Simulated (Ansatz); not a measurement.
**Geometry relaxation, with input and output: GaCuSe₂ (part 1 of 2)**

GaCuSe₂ (P4/mmm, 4 atoms in the cell), computed with DFT, r2SCAN, plane waves, PAW, no spin polarisation (Ansatz 0.2.0).

The structure was built on a prototype by a generator; it need not be a known phase. The geometry comes from this level: PBE. Figures and captions count atoms from 1; the log counts them from 0 in places.

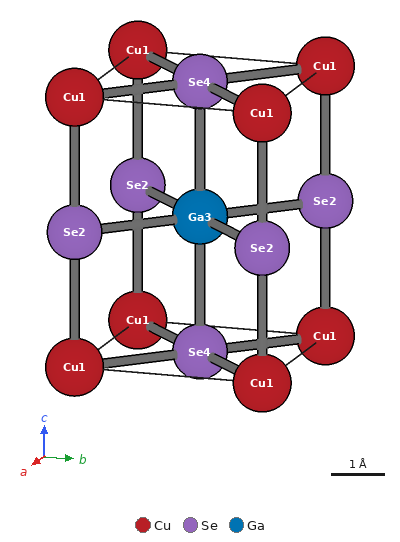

*The starting structure (ball-and-stick view of the cell of the calculation, seen slightly off an axis; atoms are numbered from 1 in the order of the input).*

## Input file
```yaml
crystal:
  lattice:
    - [3.7640314839, 0.0, 0.0]
    - [0.0, 3.7640314839, 0.0]
    - [0.0, 0.0, 5.3015317951]
  atoms:
    - { symbol: Cu, position: [0.0, 0.0, 0.0] }
    - { symbol: Se, position: [0.0, 0.0, 0.5] }
    - { symbol: Ga, position: [0.5, 0.5, 0.5] }
    - { symbol: Se, position: [0.5, 0.5, 0.0] }
kpoints:
  mp_grid: { grid: [6, 6, 4] }
hamiltonian:
  xc: r2scan
scf:
  occupations: { method: fermi_dirac, width: 0.02 }
relax:
  f_tol: 0.005
  cell: {}
output:
  write_density: true
  write_potential: true
  elf: true
  volumetric_format: npy
```

Launch command:
```bash
ansatz run input.yaml --threads 2 --pin off --max-ram 2211MiB --backend cpu --events-out ev --progress --plain --runs-dir out
```

## The program's output
```
Engine: ansatz 0.2.0, aarch64-unknown-linux-gnu
Pseudopotentials: kind: paw
Pseudopotential: Cu, paw, valence charge 19, recommended cutoff 500 eV (meta_gga), Cu.paw.azcp
Pseudopotential: Se, paw, valence charge 16, recommended cutoff 500 eV (meta_gga), Se.paw.azcp
Pseudopotential: Ga, paw, valence charge 13, recommended cutoff 500 eV (meta_gga), Ga.paw.azcp
Functional definition: r2SCAN
  parameter k0 = 0.174
  parameter k1 = 0.065
  parameter a1 = 4.9479
  exchange = r2scan_x(k0 = k0, k1 = k1, a1 = a1)
  correlation = r2scan_c
Crystal: 4 atoms, lattice volume = 75.112 Å³
Basis set: ecut = 500 eV, 1907 PW (Γ), exchange–correlation on 120×120×160 points (64 copies of the dense FFT grid, shifted against one another)
Bands: 39, of which v1, the nominal top of the filled ones, is band 32 counted from 1 (31 counted from 0)
Symmetry: 16 space group operations
Space group: P4/mmm (ITA 123), of the structure as read, at distance tolerance 4.2e-5 Å
k-points: 30 of 144
Non-local potential: Cu, projectors of the file, l = 0: 3, l = 1: 2, l = 2: 3, l = 3: 1
Non-local potential: Se, projectors of the file, l = 0: 2, l = 1: 2, l = 2: 3, l = 3: 1
Non-local potential: Ga, projectors of the file, l = 0: 2, l = 1: 2, l = 2: 3, l = 3: 1
PAW form: soft (Blöchl's): semilocal exchange-correlation on the pseudo side does not see the compensation charge
PAW frozen core: Cu, regenerated for the run's functional (the file was generated under x = pbe(κ = 0.804, μ = 0.2195149727645171), c = pbe(β = 0.06672455060314922))
PAW frozen core: Se, regenerated for the run's functional (the file was generated under x = pbe(κ = 0.804, μ = 0.2195149727645171), c = pbe(β = 0.06672455060314922))
PAW frozen core: Ga, regenerated for the run's functional (the file was generated under x = pbe(κ = 0.804, μ = 0.2195149727645171), c = pbe(β = 0.06672455060314922))
PAW one-centre angular grid: Cu, 590 points (default); XC on 160 Gauss nodes
PAW one-centre angular grid: Se, 590 points (default); XC on 160 Gauss nodes
PAW one-centre angular grid: Ga, 590 points (default); XC on 160 Gauss nodes
Initial density: superposition of atomic densities (neutral atoms: chi_scale 0, normalization atom), corrected by the library's trained network
Initial wavefunctions: pseudopotential atomic-orbital guess
Functional: x = r2scan, c = r2scan; τ floored in thin density (d = 2e-4 eV/Å³)
SCF iter   1: F=—  HF=-21378.948002 eV  |F-HF|=—  |Δ(HF+E_count)|=         —  Δρ=2.19e-2  dr2=2.15e-1  dr2_τ=4.74e-3  ethr=1.77e-3  ⟨swp⟩=5.3  Hψ=4073  notcnv=0
preconditioner: auto → Resta (q_TF=auto, 2.656 Å⁻¹)  ε∞=4.8  [insulator: Δε(μ)=0.053 eV  Ē_g=13.207 eV  σ=0.020 eV  W_gap=0.57  n_scr=28 (ndim 8)  ℏωp=25.7 eV  f_vac=0.009  D(μ)=3.08/eV (n_scr^D=28)  ε∞_Penn≈4.8]
SCF iter   2: F=—  HF=-21378.985464 eV  |F-HF|=—  |Δ(HF+E_count)|=   3.75e-2  Δρ=1.68e-2  dr2=1.45e-1  dr2_τ=1.61e-3  ethr=3.36e-4  ⟨swp⟩=2.2  Hψ=2527  notcnv=0  defer=61
SCF iter   3: F=—  HF=-21378.950685 eV  |F-HF|=—  |Δ(HF+E_count)|=   3.48e-2  Δρ=5.41e-3  dr2=1.47e-2  dr2_τ=1.75e-4  ethr=2.26e-4  ⟨swp⟩=2.1  Hψ=2187  notcnv=0  defer=61
SCF iter   4: F=—  HF=-21378.949204 eV  |F-HF|=—  |Δ(HF+E_count)|=   1.48e-3  Δρ=1.37e-3  dr2=1.14e-3  dr2_τ=2.76e-5  ethr=2.29e-5  ⟨swp⟩=2.0  Hψ=1609  notcnv=0  defer=61
SCF iter   5: F=—  HF=-21378.949243 eV  |F-HF|=—  |Δ(HF+E_count)|=   3.90e-5  Δρ=6.12e-4  dr2=2.60e-4  dr2_τ=3.60e-6  ethr=1.78e-6  ⟨swp⟩=2.0  Hψ=1736  notcnv=0  defer=61
SCF iter   6: F=—  HF=-21378.949321 eV  |F-HF|=—  |Δ(HF+E_count)|=   7.76e-5  Δρ=2.77e-4  dr2=4.72e-5  dr2_τ=9.06e-7  ethr=4.06e-7  ⟨swp⟩=2.0  Hψ=1636  notcnv=0  defer=61
SCF iter   7: F=—  HF=-21378.949316 eV  |F-HF|=—  |Δ(HF+E_count)|=   4.85e-6  Δρ=5.53e-5  dr2=1.59e-6  dr2_τ=2.48e-8  ethr=7.38e-8  ⟨swp⟩=2.0  Hψ=1946  notcnv=0  defer=61
SCF iter   8: F=—  HF=-21378.949318 eV  |F-HF|=—  |Δ(HF+E_count)|=   1.77e-6  Δρ=2.62e-5  dr2=4.23e-7  dr2_τ=5.20e-9  ethr=2.49e-9  ⟨swp⟩=2.0  Hψ=1650  notcnv=0  defer=61
SCF iter   9: F=-21378.949318 eV  HF=-21378.949318 eV  |F-HF|=9.87e-9  |Δ(HF+E_count)|=   2.36e-9  Δρ=3.66e-6  dr2=1.04e-8  dr2_τ=3.65e-10  ethr=1.56e-10  ⟨swp⟩=6.0  Hψ=7135  notcnv=0
SCF 1 converged in 9 iterations: F = -21378.949318 eV  dr2 = 1.04e-8
  greatest PAW one-centre occupation: 1.000 electrons in one spin orbital (limit 2), on the Cu atom at site 0 (counted from 0), in its partial waves of l = 0
relax step   1: F+E_penalty+E_count = -21378.94931795 eV  Δ(F+E_penalty+E_count) = +0.000e0 eV  max|allowed force component| = 6.074e-29 eV/Å  Δτ_max = 0.0000 Å  P = -2.194 GPa  Ω = 75.112 Å³  (9 SCF iters, dr2 threshold 1.00e-7 eV, accepted)
Crystal: 4 atoms, lattice volume = 72.694 Å³
Basis set: ecut = 500 eV, 1875 PW (Γ), exchange–correlation on 120×120×160 points (64 copies of the dense FFT grid, shifted against one another)
Initial density: handed on by an earlier stage of this run
Initial wavefunctions: those handed on with the density
iter 1 solved again at ethr=7.91e-6 eV; its pass at ethr=3.10e-3 eV (dr2=5.06e-3 eV) is discarded
SCF iter   1: F=—  HF=-21378.934347 eV  |F-HF|=—  |Δ(HF+E_count)|=         —  Δρ=3.16e-3  dr2=5.10e-3  dr2_τ=1.41e-2  ethr=7.91e-6  ⟨swp⟩=2.0  Hψ=5601  notcnv=0
preconditioner: auto → Resta (q_TF=auto, 2.671 Å⁻¹)  ε∞=4.9  [insulator: Δε(μ)=0.092 eV  Ē_g=13.253 eV  σ=0.020 eV  W_gap=0.81  n_scr=28 (ndim 8)  ℏωp=26.1 eV  f_vac=0.006  D(μ)=0.81/eV (n_scr^D=2)  ε∞_Penn≈4.9]
SCF iter   2: F=—  HF=-21378.964701 eV  |F-HF|=—  |Δ(HF+E_count)|=   3.04e-2  Δρ=2.82e-3  dr2=3.72e-3  dr2_τ=3.97e-5  ethr=7.91e-6  ⟨swp⟩=2.2  Hψ=2347  notcnv=0
SCF iter   3: F=—  HF=-21378.963810 eV  |F-HF|=—  |Δ(HF+E_count)|=   8.92e-4  Δρ=7.09e-4  dr2=3.06e-4  dr2_τ=8.16e-6  ethr=5.82e-6  ⟨swp⟩=2.0  Hψ=1596  notcnv=0
SCF iter   4: F=—  HF=-21378.963791 eV  |F-HF|=—  |Δ(HF+E_count)|=   1.89e-5  Δρ=4.20e-4  dr2=1.10e-4  dr2_τ=1.67e-6  ethr=4.78e-7  ⟨swp⟩=1.2  Hψ=1175  notcnv=0
SCF iter   5: F=—  HF=-21378.963804 eV  |F-HF|=—  |Δ(HF+E_count)|=   1.29e-5  Δρ=1.26e-4  dr2=1.13e-5  dr2_τ=1.87e-7  ethr=1.72e-7  ⟨swp⟩=2.1  Hψ=1660  notcnv=0
SCF iter   6: F=—  HF=-21378.963805 eV  |F-HF|=—  |Δ(HF+E_count)|=   1.01e-6  Δρ=5.97e-5  dr2=2.79e-6  dr2_τ=3.13e-8  ethr=1.76e-8  ⟨swp⟩=2.0  Hψ=1831  notcnv=0
SCF iter   7: F=—  HF=-21378.963805 eV  |F-HF|=—  |Δ(HF+E_count)|=   1.10e-7  Δρ=4.41e-5  dr2=7.17e-7  dr2_τ=8.98e-9  ethr=4.37e-9  ⟨swp⟩=2.0  Hψ=1705  notcnv=0
SCF iter   8: F=-21378.963805 eV  HF=-21378.963805 eV  |F-HF|=2.27e-7  |Δ(HF+E_count)|=   1.11e-8  Δρ=3.01e-5  dr2=3.81e-7  dr2_τ=1.86e-9  ethr=6.25e-10  ⟨swp⟩=7.1  Hψ=6842  notcnv=0
SCF 2 converged in 8 iterations: F = -21378.963805 eV  dr2 = 3.81e-7
relax step   2: F+E_penalty+E_count = -21378.96380462 eV  Δ(F+E_penalty+E_count) = -1.449e-2 eV  max|allowed force component| = 3.353e-29 eV/Å  Δτ_max = 0.0000 Å  P = +0.442 GPa  Ω = 72.694 Å³  energy of the carried Pulay correction = +6.539e-4 eV  (8 SCF iters, dr2 threshold 4.00e-7 eV, accepted)
Crystal: 4 atoms, lattice volume = 73.089 Å³
iter 1 solved again at ethr=2.84e-7 eV; its pass at ethr=3.10e-3 eV (dr2=1.82e-4 eV) is discarded
SCF iter   1: F=—  HF=-21378.963424 eV  |F-HF|=—  |Δ(HF+E_count)|=         —  Δρ=5.22e-4  dr2=1.46e-4  dr2_τ=3.97e-4  ethr=2.84e-7  ⟨swp⟩=2.0  Hψ=4992  notcnv=0
preconditioner: auto → Resta (q_TF=auto, 2.669 Å⁻¹)  ε∞=4.9  [insulator: Δε(μ)=0.088 eV  Ē_g=13.218 eV  σ=0.020 eV  W_gap=0.80  n_scr=28 (ndim 8)  ℏωp=26.1 eV  f_vac=0.009  D(μ)=1.22/eV (n_scr^D=6)  ε∞_Penn≈4.9]
SCF iter   2: F=—  HF=-21378.964245 eV  |F-HF|=—  |Δ(HF+E_count)|=   8.21e-4  Δρ=5.01e-4  dr2=1.17e-4  dr2_τ=1.11e-6  ethr=2.29e-7  ⟨swp⟩=2.0  Hψ=2280  notcnv=0
SCF iter   3: F=—  HF=-21378.964217 eV  |F-HF|=—  |Δ(HF+E_count)|=   2.76e-5  Δρ=1.17e-4  dr2=8.46e-6  dr2_τ=2.28e-7  ethr=1.84e-7  ⟨swp⟩=2.0  Hψ=1395  notcnv=0
SCF iter   4: F=—  HF=-21378.964216 eV  |F-HF|=—  |Δ(HF+E_count)|=   6.80e-7  Δρ=7.62e-5  dr2=3.56e-6  dr2_τ=3.77e-8  ethr=1.32e-8  ⟨swp⟩=1.1  Hψ=1174  notcnv=0
SCF iter   5: F=-21378.964217 eV  HF=-21378.964217 eV  |F-HF|=1.34e-7  |Δ(HF+E_count)|=   3.84e-7  Δρ=2.06e-5  dr2=2.59e-7  dr2_τ=4.65e-9  ethr=6.25e-10  ⟨swp⟩=6.1  Hψ=7477  notcnv=0
SCF 3 converged in 5 iterations: F = -21378.964217 eV  dr2 = 2.59e-7
relax step   3: F+E_penalty+E_count = -21378.96421654 eV  Δ(F+E_penalty+E_count) = -4.119e-4 eV  max|allowed force component| = 1.834e-29 eV/Å  Δτ_max = 0.0000 Å  P = -0.023 GPa  Ω = 73.089 Å³  energy of the carried Pulay correction = +5.457e-4 eV  (5 SCF iters, dr2 threshold 4.00e-7 eV, accepted)
Initial wavefunctions: pseudopotential atomic-orbital guess (no wavefunctions were taken with the density)
iter 1 solved again at ethr=1.78e-8 eV; its pass at ethr=3.10e-3 eV (dr2=1.14e-5 eV) is discarded
SCF iter   1: F=—  HF=-21378.963700 eV  |F-HF|=—  |Δ(HF+E_count)|=         —  Δρ=4.25e-5  dr2=6.63e-7  dr2_τ=4.05e-7  ethr=1.78e-8  ⟨swp⟩=3.0  Hψ=7503  notcnv=0
preconditioner: auto → Resta (q_TF=auto, 2.669 Å⁻¹)  ε∞=4.9  [insulator: Δε(μ)=0.088 eV  Ē_g=13.219 eV  σ=0.020 eV  W_gap=0.80  n_scr=28 (ndim 8)  ℏωp=26.1 eV  f_vac=0.009  D(μ)=1.13/eV (n_scr^D=2)  ε∞_Penn≈4.9]
SCF iter   2: F=—  HF=-21378.963693 eV  |F-HF|=—  |Δ(HF+E_count)|=   6.58e-6  Δρ=4.41e-5  dr2=9.15e-7  dr2_τ=3.83e-8  ethr=1.04e-9  ⟨swp⟩=2.0  Hψ=1708  notcnv=0
SCF iter   3: F=—  HF=-21378.963693 eV  |F-HF|=—  |Δ(HF+E_count)|=   1.65e-7  Δρ=3.98e-5  dr2=7.17e-7  dr2_τ=1.01e-8  ethr=1.04e-9  ⟨swp⟩=2.0  Hψ=2126  notcnv=0
SCF iter   4: F=—  HF=-21378.963693 eV  |F-HF|=—  |Δ(HF+E_count)|=   1.79e-7  Δρ=1.17e-5  dr2=7.55e-8  dr2_τ=1.07e-9  ethr=1.04e-9  ⟨swp⟩=2.0  Hψ=2125  notcnv=0
SCF iter   5: F=—  HF=-21378.963693 eV  |F-HF|=—  |Δ(HF+E_count)|=   1.22e-8  Δρ=3.71e-6  dr2=8.26e-9  dr2_τ=2.05e-10  ethr=1.18e-10  ⟨swp⟩=2.0  Hψ=1385  notcnv=0
SCF iter   6: F=—  HF=-21378.963693 eV  |F-HF|=—  |Δ(HF+E_count)|=   5.37e-9  Δρ=9.75e-7  dr2=7.63e-10  dr2_τ=3.52e-11  ethr=1.29e-11  ⟨swp⟩=2.0  Hψ=1710  notcnv=0
SCF iter   7: F=—  HF=-21378.963693 eV  |F-HF|=—  |Δ(HF+E_count)|=  9.46e-11  Δρ=5.00e-7  dr2=1.68e-10  dr2_τ=1.22e-12  ethr=1.19e-12  ⟨swp⟩=2.0  Hψ=1854  notcnv=0
SCF iter   8: F=-21378.963693 eV  HF=-21378.963693 eV  |F-HF|=2.18e-11  |Δ(HF+E_count)|=  2.91e-11  Δρ=1.92e-7  dr2=2.47e-11  dr2_τ=5.81e-13  ethr=1.00e-12  ⟨swp⟩=4.2  Hψ=5286  notcnv=0
SCF 4 converged in 8 iterations: F = -21378.963693 eV  dr2 = 2.47e-11
relax step   4: F+E_penalty+E_count = -21378.96369311 eV  Δ(F+E_penalty+E_count) = +5.234e-4 eV  max|allowed force component| = 1.982e-29 eV/Å  Δτ_max = 0.0000 Å  P = -0.030 GPa  Ω = 73.089 Å³  stress off target by 4.56e-2 GPa  SCF on the basis re-selected at this cell (its energy is not comparable with the rows above)  (8 SCF iters)
```

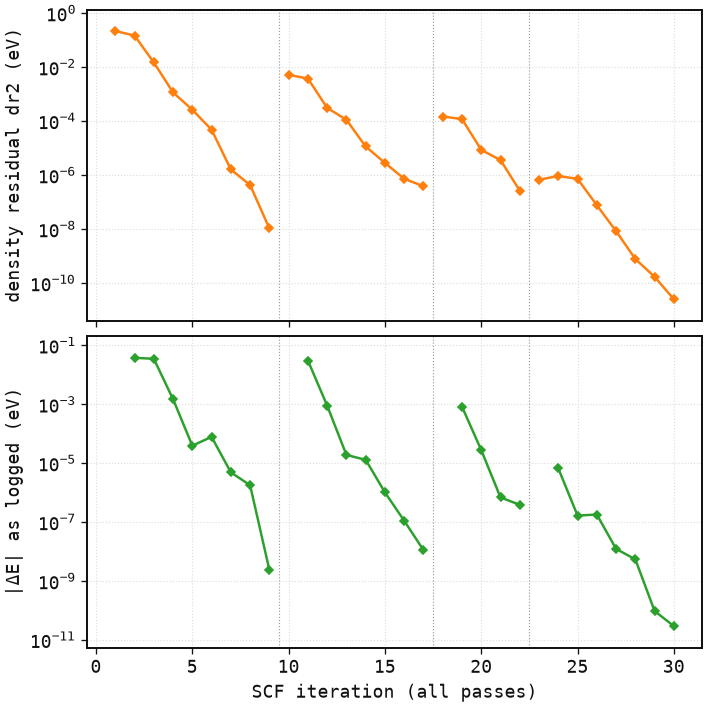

*Convergence of the self-consistent field: density residual dr2 and size of the energy change against the SCF iteration. The dotted lines part the SCF passes of the relaxation: geometry steps, rejected trials and re-solves on a re-selected basis.*

The passes take 9, 8, 5 and 8 iterations.

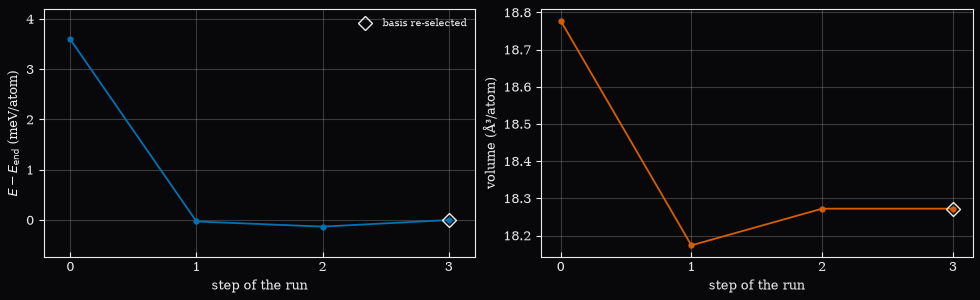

*Progress of the relaxation, step by step (the first geometry is step 0 here and step 1 in the log).*
